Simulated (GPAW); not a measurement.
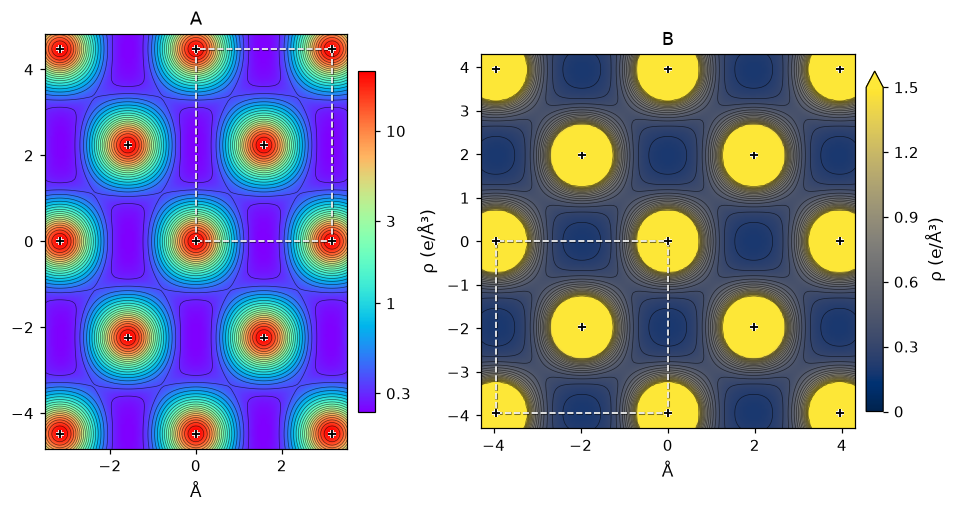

The valence pseudo-density of 2 systems, each on a plane through atoms (crosses mark nuclei in the plane).

Method: GPAW 26.7.0, Kohn-Sham DFT of a periodic cell, LDA, GPAW PAW data sets (gpaw-data 1.2.1).

System 1: Re, the (010) plane of the conventional cell. Space group Fm-3m; computed pressure about −25 GPa in this cell.

System 2: Mo, the (011̄) plane of the conventional cell. Space group Im-3m; a structure from a database of computed crystals, not necessarily the ambient phase; computed pressure about −15 GPa in this cell.

```yaml
crystal:
  lattice:
    - [3.16762, 0.00000, 0.00000]
    - [0.00000, 3.16762, 0.00000]
    - [0.00000, 0.00000, 3.16762]
  atoms:
    - { symbol: Mo, position: [0.00000, 0.00000, 0.00000] }
    - { symbol: Mo, position: [0.50000, 0.50000, 0.50000] }
```

Question: Match each panel to its system.

Answer: Panel A is system 2, Mo: the plane holds Mo. Mo–Mo (2.74 Å): the density is about 0.37 e/Å³ at the midpoint. Panel B is system 1, Re: the plane holds Re. Re–Re (2.79 Å): ρ is about 0.4 e/Å³ halfway.
